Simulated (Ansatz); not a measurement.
```
Cu
1.0
     7.69986    0.00000    0.00000
     0.00000    7.69986    0.00000
     0.00000    0.00000   17.44462
Cu
27
Cartesian
  0.0000 0.0000 1.5001
  1.2833 1.2833 3.2681
  0.0000 2.5666 1.5001
  1.2833 3.8499 3.2681
  0.0000 5.1333 1.5001
  1.2833 6.4165 3.2681
  2.5666 0.0000 1.5001
  3.8499 1.2833 3.2681
  2.5666 2.5666 1.5001
  3.8499 3.8499 3.2681
  2.5666 5.1333 1.5001
  3.8499 6.4165 3.2681
  5.1333 0.0000 1.5001
  6.4165 1.2833 3.2681
  5.1333 2.5666 1.5001
  6.4165 3.8499 3.2681
  5.1333 5.1333 1.5001
  6.4165 6.4165 3.2681
  0.0000 0.0000 5.0363
  0.0000 2.5666 5.0363
  0.0000 5.1333 5.0363
  2.5666 0.0000 5.0363
  2.5666 2.5666 5.0363
  2.5666 5.1333 5.0363
  5.1333 0.0000 5.0363
  5.1333 2.5666 5.0363
  5.1333 5.1333 5.0363
```

Computed without spin polarisation.

All numbers below come from Ansatz, DFT PBE, scalar-relativistic, plane waves, PAW.

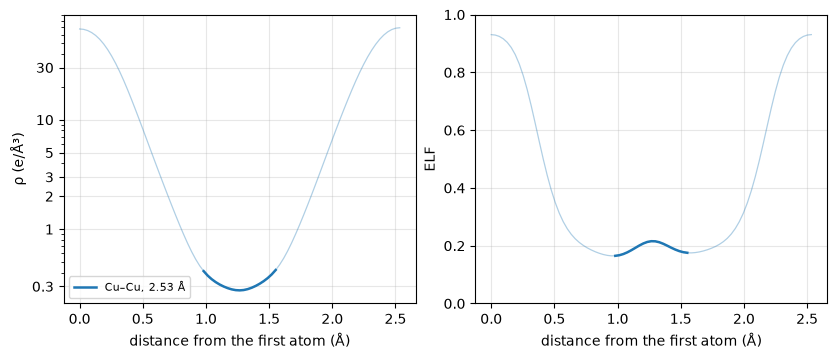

Cu (slab). Valence electron density and electron localisation function along straight lines between neighbouring atoms. Thin, pale parts lie inside the atomic spheres.

The density is the valence pseudo-density of a PAW calculation; it isn't the true density close to the nuclei.

Q: What can be read from the curves?

A: Cu–Cu (2.53 Å): the density is about 0.28 e/Å³ at the midpoint; the ELF is about 0.20 at the midpoint; no localised pair shows between them.
